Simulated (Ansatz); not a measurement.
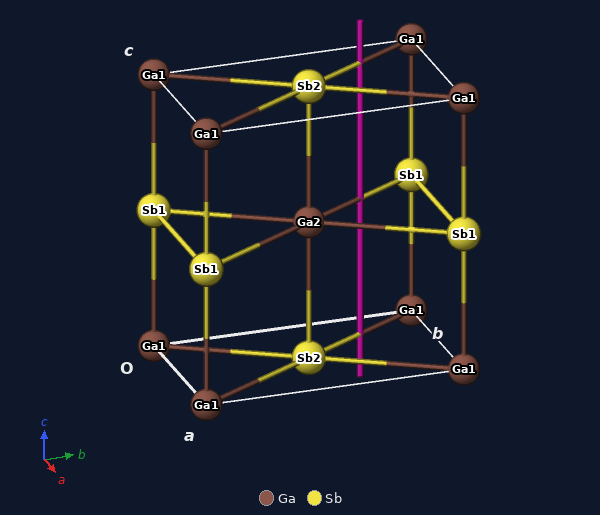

For GaSb, the input geometry of an electronic-structure calculation (not necessarily at equilibrium): the coloured rod is the axis of a symmetry operation of the crystal. Geometry calculated from the standardised cell; symmetry tolerance 0.002 Å.

a = 3.112 Å, b = 5.350 Å, c = 5.787 Å, α = 90.00°, β = 90.00°, γ = 90.00°.

| atom | x | y | z |
| --- | --- | --- | --- |
| Ga1 | 0.0000 | 0.0000 | 0.0000 |
| Sb1 | 0.0000 | 0.0000 | 0.5000 |
| Ga2 | 0.5000 | 0.5000 | 0.5000 |
| Sb2 | 0.5000 | 0.5000 | 0.0000 |

Take the operation x, y, z → −x+1/2, −y+3/2, z+1/2.

Q: What kind of operation is it, and where does it lie?

A: It is a 2₁ screw rotation with translation (0, 0, 1/2), about the line along [0 0 1] through (1/4, 3/4, 1/2).

Q: Onto which atom does it carry each atom (up to whole multiples of a, b and c)?

A: Ga1 → Ga2, Sb1 → Sb2, Ga2 → Ga1, Sb2 → Sb1.

Q: What is the crystal's space group?

A: Immm (No. 71).
